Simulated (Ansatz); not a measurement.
# Energy of Be₂C along an even scaling of the cell

System: Be₂C (Fm-3m, 3 atoms in the cell).
Method: Kohn-Sham DFT of a periodic cell, PBE, all-electron LAPW, scalar-relativistic, no spin polarisation (Ansatz 0.2.0).

The 7 runs differ only in the geometry, by an even scaling of the cell at fixed fractional positions. The structure derives from an entry of the Crystallography Open Database.

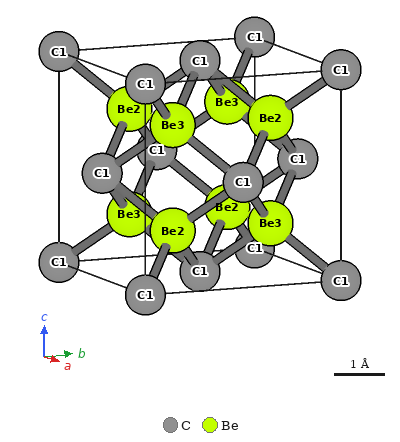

Figure 1. The structure of run 4 (ball-and-stick view of the cell 4 times as large as that of the calculation, set on its symmetry axes, seen slightly off an axis; atoms are numbered from 1 in the order of the input).

**Input of run 4**
```yaml
crystal:
  lattice:
    - [0.0, 2.165, 2.165]
    - [2.165, 0.0, 2.165]
    - [2.165, 2.165, 0.0]
  atoms:
    - { symbol: C, position: [0.0, 0.0, 0.0] }
    - { symbol: Be, position: [0.75, 0.75, 0.75] }
    - { symbol: Be, position: [0.25, 0.25, 0.25] }
kpoints:
  mp_grid: { grid: [11, 11, 11] }
scf:
  occupations: { method: fermi_dirac, width: 0.05 }
hamiltonian:
  xc: pbe
  pseudopotentials: { kind: all_electron, lapw: { basis_error: 0.001 } }
output:
  forces: true
  stress: true
  eigenvalues: true
```

Command:
```bash
ansatz run input.yaml --threads 2 --pin off --max-ram 6144MiB --backend cpu --events-out ev --progress --plain --runs-dir out
```

Run 6 differs from it as follows:
```diff
-    - [0.0, 2.165, 2.165]
-    - [2.165, 0.0, 2.165]
-    - [2.165, 2.165, 0.0]
+    - [0.0, 2.1934901093, 2.1934901093]
+    - [2.1934901093, 0.0, 2.1934901093]
+    - [2.1934901093, 2.1934901093, 0.0]
```

**Results, with one run withheld**

| run | volume per atom (Å³) | free energy per atom, from the lowest run given (meV) | pressure (GPa) | gap on the mesh (eV) |
| --- | --- | --- | --- | --- |
| 1 | 6.359 | 15.90 | 13.52 | 1.29 |
| 2 | 6.495 | 6.66 | 8.48 | 1.28 |
| 3 | 6.630 | 1.47 | 3.88 | 1.27 |
| 4 | 6.765 | 0.00 | −0.32 | 1.26 |
| 5 | 6.901 | 1.92 | −4.15 | 1.25 |
| 6 | 7.036 | ? | ? | ? |
| 7 | 7.171 | 14.79 | −10.87 | 1.23 |

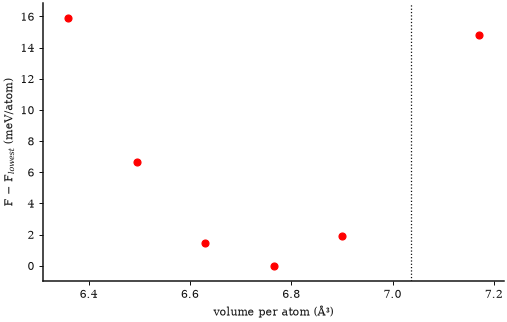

Figure 2. Free energy per atom of the runs given; the dotted line marks run 6.

Estimate the energy of run 6 from the others.

A cubic polynomial in V^(−2/3) (the Birch–Murnaghan form), fitted to the 6 runs given, misses them by at most 0.01 meV per atom. With x = V^(−2/3) − 0.28105 Å⁻², it reads F = 0.16613 + 293.67 x + 1.2158e+05 x² − 1.5759e+05 x³ (meV per atom). At run 6 it gives 6.93 meV per atom, and the run itself gives 6.94. The slope of the fit gives a pressure −dF/dV of −7.69 GPa there, and the run prints −7.66 GPa. The fit has its minimum at 6.755 Å³ per atom, where V d²F/dV² gives 202 GPa: the bulk modulus at this level, since symmetry fixes the shape and the positions. The gap on the mesh goes, without turning, from 1.29 eV in run 1 to 1.23 eV in run 7; run 6 has 1.24 eV. These are gaps of this functional on this mesh, which can miss the band edges; they aren't the measured gap.

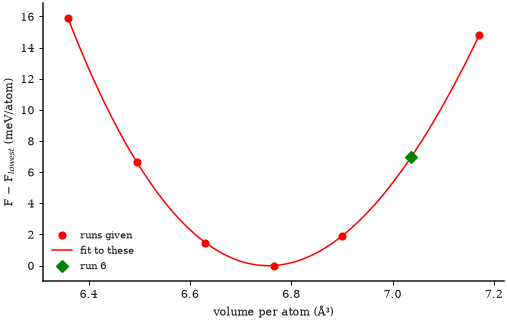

Figure 3. The fit and the withheld run.

**Output, shortened to warnings, some set-up lines, iterations and results (run 6)**
```
Basis set: ecut = 279.000555989164 eV, 229 PW (Γ), exchange–correlation at level 2
Symmetry: 48 space group operations
k-points: 56 of 1331
Initial density: superposition of atomic densities (chi_scale 0.1, normalization cell, long waves kept (reshape's long-wave potential 0.00 eV rms))
[...]
SCF iter   1: F=—  HF=-1842.384835 eV  |F-HF|=—  |Δ(HF+E_count)|=         —  Δρ=9.57e-2  dr2=2.46e0  ethr=1.76e-2  ⟨swp⟩=2.0  Hψ=4660  notcnv=0
SCF iter   2: F=—  HF=-1841.438758 eV  |F-HF|=—  |Δ(HF+E_count)|=   9.46e-1  Δρ=2.21e-2  dr2=7.66e-2  ethr=5.47e-4  ⟨swp⟩=2.2  Hψ=3302  notcnv=0
SCF iter   3: F=—  HF=-1841.373021 eV  |F-HF|=—  |Δ(HF+E_count)|=         —  Δρ=1.09e-2  dr2=2.72e-2  ethr=5.47e-4  ⟨swp⟩=2.6  Hψ=1888  notcnv=0
SCF iter   4: F=—  HF=-1841.372045 eV  |F-HF|=—  |Δ(HF+E_count)|=   9.76e-4  Δρ=1.08e-3  dr2=3.04e-4  ethr=1.94e-4  ⟨swp⟩=2.0  Hψ=1794  notcnv=0
SCF iter   5: F=—  HF=-1841.372061 eV  |F-HF|=—  |Δ(HF+E_count)|=   1.64e-5  Δρ=9.93e-5  dr2=1.00e-6  ethr=2.17e-6  ⟨swp⟩=2.0  Hψ=1624  notcnv=0
SCF iter   6: F=-1841.372063 eV  HF=-1841.372063 eV  |F-HF|=1.17e-8  |Δ(HF+E_count)|=   1.87e-6  Δρ=1.16e-5  dr2=1.75e-8  ethr=7.14e-9  ⟨swp⟩=3.0  Hψ=1841  notcnv=0
SCF 1 converged in 6 iterations: F = -1841.372063 eV  dr2 = 1.75e-8
SCF converged after 6 iterations
Free energy (F): -1841.372063 eV
Harris-Foulkes:  -1841.372063 eV  (|F-HF|=1.17e-8)
Internal energy: -1841.372063 eV  (E = F + TS)
E sigma→0 (E₀):  -1841.372063 eV
Entropy (-TS):   -0.000000 eV (-0.000 meV/atom)
Fermi energy:    10.195268 eV
--- Per-component energies (eV) ---
  E_band       = -844.573172
  E_kinetic    = 1829.530709
  E_xc         = -306.705025
  E_electrostatic = -3364.197748  (all electrons and nuclei)
  E_smearing   = -0.000000  (= −TS)
  E_closure    = 0.000000  (closes the sum)
  E_atoms      = -1823.994253  (free atoms, spherical and without spin; not in F)
  Σ components = -1841.372063   (vs F -1841.372063, Δ=0.00e0)
  Basis errors (estimates in eV, not in F): energy 4.9e-4 per atom: plane waves 4.6e-4 (2.6e-4 summed), levels above the bands 1.8e-73, relativity 3.6e-9, radial functions 3.0e-5, core shells 0.0e0; eigenvalues (radial functions only) 1.0e-5; not estimated: angular momenta, meshes, grids; target …
--- Forces (eV/Å), atoms counted from 1 ---
  atom   1  C     -0.00000000     0.00000000    -0.00000000
  atom   2  Be     0.00000000    -0.00000000    -0.00000000
  atom   3  Be    -0.00000000     0.00000000     0.00000000
  max |Σ_I F_I| component: 6.94e-18 eV/Å
--- Stress (GPa, compression-positive) ---
       -7.659174      -0.000000       0.000000
       -0.000000      -7.659174      -0.000000
        0.000000      -0.000000      -7.659174
  P = ⅓ Tr σ = -7.6592 GPa (-76.592 kbar)
```
